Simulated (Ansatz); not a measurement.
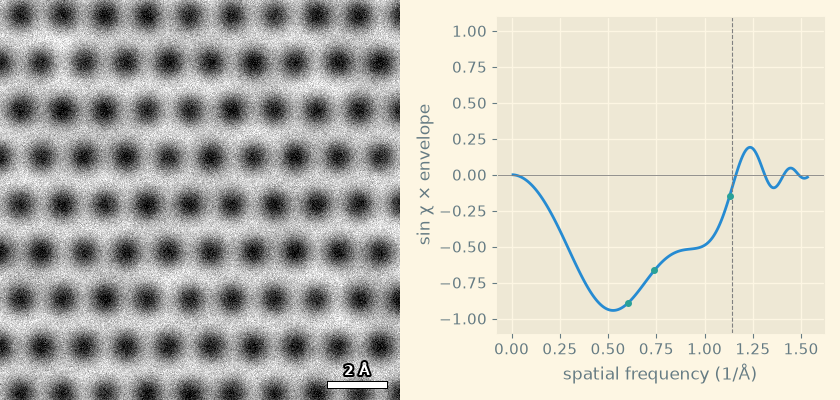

Phase-contrast TEM-like image of Al (Im-3m, No. 229) along [210]. Simulated in the weak-phase-object approximation with neutral-atom potentials: 200 kV, Cs = 20 µm, defocus −85 Å (negative is underfocus), defocus spread 15 Å, aperture 1.14 1/Å. Shot noise and the speckle of an amorphous layer were added. Model: the input geometry of a calculation; the starting structure was generated, so it need not be a known form of this composition.

The plot gives the contrast transfer function, the aperture (dashed) and the crystal's spatial frequencies that carry visible contrast (dots).

> What point resolution do these settings give, and which lattice spacings pass?

About 0.9 Å (0.66 |Cs|^(1/4) λ^(3/4) with λ = 0.0251 Å). The spacings that carry visible contrast are {200} at 1.66 Å, {211} at 1.35 Å, {321} at 0.89 Å.

> Do the atom columns appear dark or bright, and why?

Dark. With positive Cs and underfocus sin χ is negative over the pass band, so the strongest columns (Al) come out darker than the background.
